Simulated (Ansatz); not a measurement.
## Run report: Mo$_{16}$H, molecular dynamics (part 2 of 2)

Mo$_{16}$H (defect cell, 17 atoms in the cell); DFT PBE, scalar-relativistic, plane waves, PAW, no spin polarisation (Ansatz 0.2.0); cutoff 420 eV, 2×2×2 k-mesh, Fermi–Dirac smearing of 0.15 eV. It belongs to a series of runs on one base structure; here: dynamics from the start.

Geometry of the input (Å; fractional positions):
```
6.3000  0.0000  0.0000
0.0000  6.3000  0.0000
0.0000  0.0000  6.3000
Mo -0.0005  0.0084  0.0052
Mo 0.4995  0.0009  -0.0001
Mo -0.0005  0.4913  0.0053
Mo -0.0005  0.0011  0.4991
Mo 0.2509  0.2499  0.2519
Mo 0.4995  0.4989  -0.0001
Mo 0.4995  0.0013  0.4973
Mo 0.7481  0.2499  0.2519
Mo -0.0005  0.4987  0.4991
Mo 0.2507  0.7499  0.2501
Mo 0.2504  0.2499  0.7492
Mo 0.4995  0.4985  0.4973
Mo 0.7483  0.7499  0.2501
Mo 0.7485  0.2499  0.7492
Mo 0.2581  0.7499  0.7439
Mo 0.7408  0.7499  0.7438
H  -0.0006  0.7499  0.8744
```

**Log, continued**
```
md step    81: t =    60.75 fs  T =  1265.5 K  F+E_penalty+E_count = -79309.44638379 eV  E_kin = 2.617155 eV  conserved = -79306.82922901 eV  (4 SCF iters)
md step    82: t =    61.50 fs  T =  1279.3 K  F+E_penalty+E_count = -79309.47505394 eV  E_kin = 2.645793 eV  conserved = -79306.82926095 eV  (4 SCF iters)
md step    83: t =    62.25 fs  T =  1283.2 K  F+E_penalty+E_count = -79309.48255483 eV  E_kin = 2.653875 eV  conserved = -79306.82868026 eV  (4 SCF iters)
md step    84: t =    63.00 fs  T =  1281.4 K  F+E_penalty+E_count = -79309.47788106 eV  E_kin = 2.650163 eV  conserved = -79306.82771766 eV  (4 SCF iters)
md step    85: t =    63.75 fs  T =  1280.9 K  F+E_penalty+E_count = -79309.47581750 eV  E_kin = 2.649025 eV  conserved = -79306.82679258 eV  (4 SCF iters)
md step    86: t =    64.50 fs  T =  1288.2 K  F+E_penalty+E_count = -79309.49049570 eV  E_kin = 2.664155 eV  conserved = -79306.82634082 eV  (3 SCF iters)
md step    87: t =    65.25 fs  T =  1306.6 K  F+E_penalty+E_count = -79309.52884106 eV  E_kin = 2.702274 eV  conserved = -79306.82656740 eV  (4 SCF iters)
md step    88: t =    66.00 fs  T =  1334.6 K  F+E_penalty+E_count = -79309.58749474 eV  E_kin = 2.760176 eV  conserved = -79306.82731890 eV  (3 SCF iters)
md step    89: t =    66.75 fs  T =  1366.8 K  F+E_penalty+E_count = -79309.65497679 eV  E_kin = 2.826767 eV  conserved = -79306.82821024 eV  (4 SCF iters)
md step    90: t =    67.50 fs  T =  1396.6 K  F+E_penalty+E_count = -79309.71731105 eV  E_kin = 2.888428 eV  conserved = -79306.82888296 eV  (6 SCF iters)
md step    91: t =    68.25 fs  T =  1418.8 K  F+E_penalty+E_count = -79309.76344320 eV  E_kin = 2.934273 eV  conserved = -79306.82917005 eV  (4 SCF iters)
md step    92: t =    69.00 fs  T =  1430.7 K  F+E_penalty+E_count = -79309.78797922 eV  E_kin = 2.958889 eV  conserved = -79306.82909032 eV  (3 SCF iters)
md step    93: t =    69.75 fs  T =  1432.4 K  F+E_penalty+E_count = -79309.79116563 eV  E_kin = 2.962411 eV  conserved = -79306.82875475 eV  (4 SCF iters)
md step    94: t =    70.50 fs  T =  1425.9 K  F+E_penalty+E_count = -79309.77736619 eV  E_kin = 2.949079 eV  conserved = -79306.82828733 eV  (4 SCF iters)
md step    95: t =    71.25 fs  T =  1414.5 K  F+E_penalty+E_count = -79309.75320544 eV  E_kin = 2.925411 eV  conserved = -79306.82779417 eV  (4 SCF iters)
md step    96: t =    72.00 fs  T =  1401.5 K  F+E_penalty+E_count = -79309.72591103 eV  E_kin = 2.898551 eV  conserved = -79306.82736041 eV  (3 SCF iters)
md step    97: t =    72.75 fs  T =  1390.1 K  F+E_penalty+E_count = -79309.70195041 eV  E_kin = 2.874901 eV  conserved = -79306.82704915 eV  (4 SCF iters)
md step    98: t =    73.50 fs  T =  1382.4 K  F+E_penalty+E_count = -79309.68600684 eV  E_kin = 2.859114 eV  conserved = -79306.82689257 eV  (3 SCF iters)
md step    99: t =    74.25 fs  T =  1379.8 K  F+E_penalty+E_count = -79309.68046020 eV  E_kin = 2.853580 eV  conserved = -79306.82688026 eV  (3 SCF iters)
md step   100: t =    75.00 fs  T =  1382.2 K  F+E_penalty+E_count = -79309.68551556 eV  E_kin = 2.858553 eV  conserved = -79306.82696300 eV  (6 SCF iters)
md step   101: t =    75.75 fs  T =  1389.1 K  F+E_penalty+E_count = -79309.69990586 eV  E_kin = 2.872827 eV  conserved = -79306.82707870 eV  (4 SCF iters)
md step   102: t =    76.50 fs  T =  1399.6 K  F+E_penalty+E_count = -79309.72180478 eV  E_kin = 2.894622 eV  conserved = -79306.82718271 eV  (3 SCF iters)
md step   103: t =    77.25 fs  T =  1413.0 K  F+E_penalty+E_count = -79309.74950310 eV  E_kin = 2.922238 eV  conserved = -79306.82726548 eV  (3 SCF iters)
md step   104: t =    78.00 fs  T =  1428.4 K  F+E_penalty+E_count = -79309.78157382 eV  E_kin = 2.954223 eV  conserved = -79306.82735101 eV  (3 SCF iters)
md step   105: t =    78.75 fs  T =  1445.3 K  F+E_penalty+E_count = -79309.81656612 eV  E_kin = 2.989091 eV  conserved = -79306.82747545 eV  (3 SCF iters)
md step   106: t =    79.50 fs  T =  1462.6 K  F+E_penalty+E_count = -79309.85251896 eV  E_kin = 3.024856 eV  conserved = -79306.82766268 eV  (4 SCF iters)
md step   107: t =    80.25 fs  T =  1479.0 K  F+E_penalty+E_count = -79309.88663394 eV  E_kin = 3.058724 eV  conserved = -79306.82791026 eV  (3 SCF iters)
md step   108: t =    81.00 fs  T =  1492.7 K  F+E_penalty+E_count = -79309.91532799 eV  E_kin = 3.087140 eV  conserved = -79306.82818792 eV  (3 SCF iters)
md step   109: t =    81.75 fs  T =  1501.9 K  F+E_penalty+E_count = -79309.93470236 eV  E_kin = 3.106257 eV  conserved = -79306.82844509 eV  (3 SCF iters)
md step   110: t =    82.50 fs  T =  1505.1 K  F+E_penalty+E_count = -79309.94133860 eV  E_kin = 3.112723 eV  conserved = -79306.82861610 eV  (6 SCF iters)
md step   111: t =    83.25 fs  T =  1501.2 K  F+E_penalty+E_count = -79309.93329387 eV  E_kin = 3.104664 eV  conserved = -79306.82862955 eV  (4 SCF iters)
md step   112: t =    84.00 fs  T =  1490.6 K  F+E_penalty+E_count = -79309.91115023 eV  E_kin = 3.082726 eV  conserved = -79306.82842427 eV  (4 SCF iters)
md step   113: t =    84.75 fs  T =  1475.2 K  F+E_penalty+E_count = -79309.87886205 eV  E_kin = 3.050882 eV  conserved = -79306.82797983 eV  (4 SCF iters)
md step   114: t =    85.50 fs  T =  1458.6 K  F+E_penalty+E_count = -79309.84392833 eV  E_kin = 3.016569 eV  conserved = -79306.82735973 eV  (4 SCF iters)
md step   115: t =    86.25 fs  T =  1445.5 K  F+E_penalty+E_count = -79309.81630008 eV  E_kin = 2.989569 eV  conserved = -79306.82673099 eV  (3 SCF iters)
md step   116: t =    87.00 fs  T =  1440.6 K  F+E_penalty+E_count = -79309.80579534 eV  E_kin = 2.979476 eV
SCF 260 converged in 4 iterations: F = -79309.898761 eV  dr2 = 7.07e-10
md step   259: t =   194.25 fs  T =  1485.0 K  F+E_penalty+E_count = -79309.89876138 eV  E_kin = 3.071214 eV  conserved = -79306.82754695 eV  (4 SCF iters)
iter 1 solved again at ethr=2.96e-6 eV; its pass at ethr=3.10e-3 eV (dr2=6.66e-3 eV) is discarded
SCF iter   1: F=—  HF=-79309.892098 eV  |F-HF|=—  |Δ(HF+E_count)|=         —  Δρ=1.70e-3  dr2=6.46e-3  ethr=2.96e-6  ⟨swp⟩=2.2  Hψ=4718  notcnv=0
preconditioner: auto → Kerker (q_TF=auto, 2.681 Å⁻¹)  [metal: Δε(μ)=0.053 eV  Ē_g=4.559 eV  σ=0.150 eV  W_gap=0.09  n_scr=80 (ndim 8)  ℏωp=23.1 eV  f_vac=0.000  D(μ)=9.34/eV (n_scr^D=80)]
SCF iter   2: F=—  HF=-79309.891417 eV  |F-HF|=—  |Δ(HF+E_count)|=   6.80e-4  Δρ=1.02e-3  dr2=2.31e-3  ethr=2.87e-6  ⟨swp⟩=2.0  Hψ=1120  notcnv=0
SCF iter   3: F=—  HF=-79309.890952 eV  |F-HF|=—  |Δ(HF+E_count)|=   4.66e-4  Δρ=9.94e-5  dr2=2.91e-5  ethr=1.03e-6  ⟨swp⟩=2.0  Hψ=1492  notcnv=0
SCF iter   4: F=—  HF=-79309.890941 eV  |F-HF|=—  |Δ(HF+E_count)|=   1.13e-5  Δρ=2.44e-5  dr2=1.26e-6  ethr=1.30e-8  ⟨swp⟩=2.0  Hψ=1512  notcnv=0
SCF iter   5: F=—  HF=-79309.890695 eV  |F-HF|=—  |Δ(HF+E_count)|=   2.46e-4  Δρ=3.59e-6  dr2=4.48e-8  ethr=5.61e-10  ⟨swp⟩=2.0  Hψ=1521  notcnv=0
SCF iter   6: F=-79309.890695 eV  HF=-79309.890695 eV  |F-HF|=1.34e-9  |Δ(HF+E_count)|=   5.89e-9  Δρ=8.74e-7  dr2=2.40e-9  ethr=7.56e-12  ⟨swp⟩=4.0  Hψ=3369  notcnv=0
SCF 261 converged in 6 iterations: F = -79309.890695 eV  dr2 = 2.40e-9
md step   260: t =   195.00 fs  T =  1481.2 K  F+E_penalty+E_count = -79309.89069491 eV  E_kin = 3.063431 eV  conserved = -79306.82726385 eV  (6 SCF iters)
```

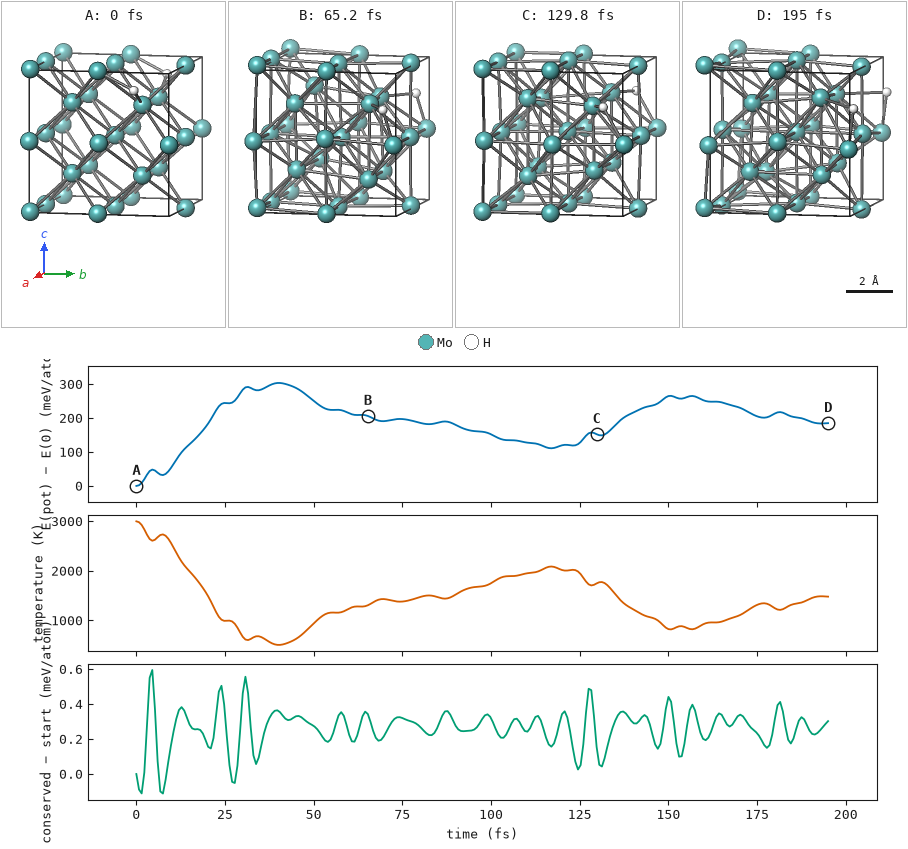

*Frames of the molecular dynamics (ball-and-stick, simulation cell, seen slightly off an axis) above the curves, on which the letters mark them.*

The trajectory kept here has 261 frames over 195 fs. The temperature starts at 3000 K, ranges from 508 to 3000 K and averages 1434 K over the second half. The potential energy ends 185.1 meV/atom above its first value. The conserved quantity stays within 0.71 meV/atom. With the common drift removed, the root-mean-square displacement is 0.51 Å, and H17 has moved furthest (1.91 Å).

```
SCF converged after 6 iterations
Free energy (F): -79309.890695 eV
Harris-Foulkes:  -79309.890695 eV  (|F-HF|=1.34e-9)
Internal energy: -79309.176869 eV  (E = F + TS)
E sigma→0 (E₀):  -79309.533782 eV
Entropy (-TS):   -0.713826 eV (-41.990 meV/atom)
Fermi energy:    21.102798 eV
--- Per-component energies (eV) ---
  E_band       = -844.762089
  E_kinetic    = 7097.051126
  E_local      = -12848.125960  (includes V_loc(G=0)·N_el)
  E_nonlocal   = 2293.647472
  E_hartree    = 4304.891152
  E_xc         = -2953.272618
  E_vxc        = -3687.315332  (∫ρ·V_xc dr)
  E_paw        = -51224.992703  (= ΣΔE_a)
  E_vpaw       = -2309.801111  (= ΣTr[D̂ρ^β])
  E_aug_tail   = -0.000508  (compensation charges beyond the density's cutoff)
  E_ewald      = -25978.374830
  E_smearing   = -0.713826  (= −TS)
  E_closure    = -0.000000  (closes the sum)
  Σ components = -79309.890695   (vs F -79309.890695, Δ=0.00e0)
--- Forces (eV/Å), atoms counted from 1 ---
  atom   1  Mo     1.03979300     1.56420648    -1.94542352
  atom   2  Mo    -0.07198407     2.12287073     1.66716209
  atom   3  Mo    -0.31411995    -0.57331219     0.21617325
  atom   4  Mo     2.18015163    -0.15136276     3.50442009
  atom   5  Mo     0.42287205     0.38052816     3.28422545
  atom   6  Mo     1.22679350    -1.80373149    -0.31429436
  atom   7  Mo    -1.34084800     0.97078039    -1.22549863
  atom   8  Mo    -2.25364212     1.56558086    -1.32443221
  atom   9  Mo    -1.09437180    -0.08135293    -0.16573152
  atom  10  Mo     0.23859254    -0.30084561    -1.15601432
  atom  11  Mo    -0.55367150    -1.82789149    -0.40651268
  atom  12  Mo     1.38388126    -1.19380256    -1.06782285
  atom  13  Mo    -1.11692814    -1.97063005     1.74886298
  atom  14  Mo     0.77036850    -0.30967638     1.38629019
  atom  15  Mo    -0.41205008     1.59730112    -0.23599919
  atom  16  Mo    -0.29883234    -0.59958052    -3.48682003
  atom  17  H      0.19400099     0.61091920    -0.47858781
  max |Σ_I F_I| component: 5.46e-6 eV/Å
--- MD trajectory: 260 steps, t = 0.0 → 195.0 fs ---
  final state: T = 1481.2 K   F+E_penalty+E_count = -79309.89069491 eV   E_kin = 3.063431 eV
  conserved energy: peak-to-peak 1.202e-2 eV (7.070e-4 eV/atom) over 195.0 fs
```

**Trajectory as extended XYZ (Å, eV, eV/Å), 6 of the 261 frames kept, from step=0 to step=260**
```
17
Lattice="6.3000 0.0000 0.0000 0.0000 6.3000 0.0000 0.0000 0.0000 6.3000" Properties=species:S:1:pos:R:3:forces:R:3 step=0 time_fs=0.0 energy=-79313.03689 temperature=3000.0
Mo   -0.0032    0.0532    0.0331   -0.0001  -0.0039   0.0201
Mo    3.1469    0.0056   -0.0004   -0.0010  -0.0009   0.0131
Mo   -0.0032    3.0953    0.0331   -0.0001   0.0050   0.0196
Mo   -0.0032    0.0069    3.1441    0.0000  -0.0018   0.0203
Mo    1.5806    1.5743    1.5868    0.0012   0.0002  -0.0071
Mo    3.1469    3.1430   -0.0004   -0.0009   0.0010   0.0127
Mo    3.1467    0.0082    3.1327    0.0006  -0.0004   0.0068
Mo    4.7133    1.5743    1.5867   -0.0044   0.0000  -0.0074
Mo   -0.0032    3.1417    3.1441    0.0000   0.0018   0.0204
Mo    1.5796    4.7243    1.5754   -0.0050  -0.0001  -0.0201
Mo    1.5778    1.5743    4.7200    0.0021  -0.0003  -0.0134
Mo    3.1467    3.1404    3.1327    0.0003  -0.0001   0.0069
Mo    4.7140    4.7243    1.5753    0.0047  -0.0002  -0.0209
Mo    4.7158    1.5743    4.7198   -0.0023  -0.0001  -0.0117
Mo    1.6259    4.7243    4.6866   -0.0052   0.0000  -0.0225
Mo    4.6671    4.7243    4.6862    0.0074   0.0000  -0.0196
H    -0.0040    4.7242    5.5087    0.0028  -0.0001   0.0026
17
Lattice="6.3000 0.0000 0.0000 0.0000 6.3000 0.0000 0.0000 0.0000 6.3000" Properties=species:S:1:pos:R:3:forces:R:3 step=52 time_fs=39.0 energy=-79307.89932 temperature=518.8
Mo    0.1552    0.1147    0.0794   -2.5256  -0.7948  -0.2570
Mo    3.0733    0.0317    0.0670    2.0705  -0.7351  -0.6625
Mo   -0.1861    3.2085   -0.0917    3.1886  -0.9555   1.8992
Mo    0.0887   -0.1461    3.1794   -2.3141   2.4306  -1.0261
Mo    1.3875    1.6964    1.7239    1.4522   0.1031  -0.0540
Mo    3.3153    3.0582   -0.0528   -2.2396   0.6889   0.4714
Mo    2.9101   -0.1619    3.0750    3.2424   2.6543   0.1766
Mo    4.6750    1.5270    1.6606    0.1051   0.1345  -0.2234
Mo   -0.0449    3.2428    3.3835    0.1010  -2.1712  -3.7031
Mo    1.5558    4.7601    1.4235    0.2644  -1.5613   0.4460
Mo    1.6718    1.5310    5.0915   -0.4616   1.5018  -3.8459
Mo    3.1652    3.2303    3.0006    0.0079  -1.5943   0.9176
Mo    4.7951    4.7379    1.3039   -0.9785   0.3700   3.2357
Mo    4.8341    1.4984    4.6405   -1.4882   0.0188   0.4542
Mo    1.6398    4.6870    4.5416    3.1806  -1.1955   2.8003
Mo    4.7117    4.7692    4.7373   -2.8259  -0.0284  -1.3609
H     0.0793    5.0718    4.7929   -0.7792   1.1341   0.7318
17
Lattice="6.3000 0.0000 0.0000 0.0000 6.3000 0.0000 0.0000 0.0000 6.3000" Properties=species:S:1:pos:R:3:forces:R:3 step=104 time_fs=78.0 energy=-79309.78157 temperature=1428.4
Mo    0.0187    0.1319    0.1747    0.4100  -0.4031  -1.7718
Mo    3.2332   -0.0150    0.0391   -1.1659   0.5920  -0.4756
Mo    0.0113    3.2054    0.0073   -0.9014  -0.5752  -0.7161
Mo   -0.0765    0.0052    3.0442    1.3572  -1.0291   2.2701
Mo    1.4093    1.7928    1.8217    1.6221  -2.8641  -2.3370
Mo    3.2140    3.0700   -0.0390    0.7077   0.2057   0.6122
Mo    3.0728   -0.0088    3.0614   -0.4179  -0.1439   0.5818
Mo    4.6485    1.5232    1.6754    0.1260   1.3478  -1.7491
Mo   -0.0661    3.1182    3.1918   -0.1154   1.3972   0.5781
Mo    1.5683    4.6313    1.3672    0.3719   1.6538   2.6144
Mo    1.6940    1.6449    4.9502   -1.4194  -1.6969  -1.7445
Mo    3.1736    3.1227    3.0142   -0.0668   0.4708   1.2797
Mo    4.7484    4.7689    1.4442   -0.3277  -1.1834   1.1360
Mo    4.7507    1.4607    4.6448   -0.0476   1.3597   1.4069
Mo    1.8093    4.5556    4.7353   -2.4339   1.7334  -0.9864
Mo    4.5363    4.7738    4.6287    2.9348  -0.7541   0.2542
H     0.2754    5.4941    4.9913   -0.6336  -0.1106  -0.9530
17
Lattice="6.3000 0.0000 0.0000 0.0000 6.3000 0.0000 0.0000 0.0000 6.3000" Properties=species:S:1:pos:R:3:forces:R:3 step=156 time_fs=117.0 energy=-79311.14976 temperature=2088.8
Mo   -0.0894    0.0497    0.0318    1.2297  -0.5077   0.5816
Mo    3.2520   -0.0121   -0.0444   -1.7806  -0.2580   0.6541
Mo    0.1369    3.1292    0.0407   -1.5558   0.3824  -0.7679
Mo   -0.0964    0.0835    3.0953    1.0987  -0.4616  -0.7047
Mo    1.6377    1.5427    1.6077   -0.9650  -0.0053  -1.3564
Mo    3.1578    3.1245    0.0526    0.2440   0.4529  -0.4303
Mo    3.2069    0.1358    3.1283   -1.2976  -1.9873   0.1385
Mo    4.6634    1.6610    1.4872    1.0861  -1.0434   1.0841
Mo   -0.0724    3.1288    3.0326    1.0091   0.3077   1.6516
Mo    1.6150    4.6910    1.6317   -0.5330   0.7522  -0.1719
Mo    1.5311    1.5761    4.5694    0.0335  -0.2422   2.0752
Mo    3.1520    3.0748    3.1993   -0.6887   1.2995  -0.5167
Mo    4.6580    4.6839    1.7186    0.8135   0.7831  -2.7130
Mo    4.6562    1.6014    4.8086    1.0726   0.1218  -1.1436
Mo    1.6673    4.6425    4.8399   -0.1507   0.2288  -1.1847
Mo    4.6698    4.6658    4.5651    0.9713   0.3439   2.6389
H     0.2481    5.6805    4.6844   -0.5872  -0.1669   0.1655
17
Lattice="6.3000 0.0000 0.0000 0.0000 6.3000 0.0000 0.0000 0.0000 6.3000" Properties=species:S:1:pos:R:3:forces:R:3 step=208 time_fs=156.0 energy=-79308.54003 temperature=828.7
Mo   -0.0540   -0.0871   -0.0242   -1.0777   0.5567   1.8842
Mo    3.0724   -0.0409   -0.0733    2.3511  -0.8522  -0.4864
Mo    0.0587    3.1049   -0.0246    0.3197   0.3941   0.7431
Mo   -0.0082    0.0679    3.0650   -2.2473  -0.2506  -0.8821
Mo    1.7476    1.2943    1.2376   -1.9914   3.8708   2.8846
Mo    3.1340    3.2292    0.0958   -0.3090  -0.5173  -0.4121
Mo    3.1884    0.0383    3.2155    0.9306   0.2483  -0.3942
Mo    4.8023    1.6796    1.4316   -0.7974  -1.2020   1.9773
Mo    0.0285    3.1922    3.0839   -0.6266  -0.7612   0.0270
Mo    1.6070    4.8379    1.8727    0.0444  -2.0885  -2.9937
Mo    1.4016    1.4976    4.4588    2.4564   2.3718   2.3535
Mo    3.0576    3.1906    3.3239    0.8692  -0.6301  -1.5954
Mo    4.6712    4.6857    1.6820    0.5544   0.9254  -0.5986
Mo    4.6824    1.7428    4.8282   -0.2861  -2.1504  -1.7132
Mo    1.4955    4.7640    4.7890    2.9815  -4.1229   0.3468
Mo    4.8561    4.5772    4.8024   -2.0370   2.0939  -0.5129
H     0.6832    6.1197    4.7157   -1.1346   2.1140  -0.6278
17
Lattice="6.3000 0.0000 0.0000 0.0000 6.3000 0.0000 0.0000 0.0000 6.3000" Properties=species:S:1:pos:R:3:forces:R:3 step=260 time_fs=195.0 energy=-79309.89069 temperature=1481.2
Mo   -0.0652   -0.1486    0.1358    1.0398   1.5642  -1.9454
Mo    3.1197   -0.1205   -0.1153   -0.0720   2.1229   1.6672
Mo    0.0004    3.1307   -0.0010   -0.3141  -0.5733   0.2162
Mo   -0.1178    0.0180    2.8977    2.1802  -0.1514   3.5044
Mo    1.6183    1.5179    1.2456    0.4229   0.3805   3.2842
Mo    3.0818    3.2576    0.0747    1.2268  -1.8037  -0.3143
Mo    3.2283   -0.0503    3.2386   -1.3408   0.9708  -1.2255
Mo    4.8240    1.5553    1.6231   -2.2536   1.5656  -1.3244
Mo    0.0554    3.1685    3.1567   -1.0944  -0.0814  -0.1657
Mo    1.5944    4.7341    1.7076    0.2386  -0.3008  -1.1560
Mo    1.5960    1.6793    4.6623   -0.5537  -1.8279  -0.4065
Mo    3.0803    3.2371    3.2245    1.3839  -1.1938  -1.0678
Mo    4.7447    4.7733    1.5579   -1.1169  -1.9706   1.7489
Mo    4.6653    1.6355    4.6353    0.7704  -0.3097   1.3863
Mo    1.5565    4.6560    4.7534   -0.4120   1.5973  -0.2360
Mo    4.7657    4.7254    4.9673   -0.2988  -0.5996  -3.4868
H     0.0779    6.5889    4.7151    0.1940   0.6109  -0.4786
```
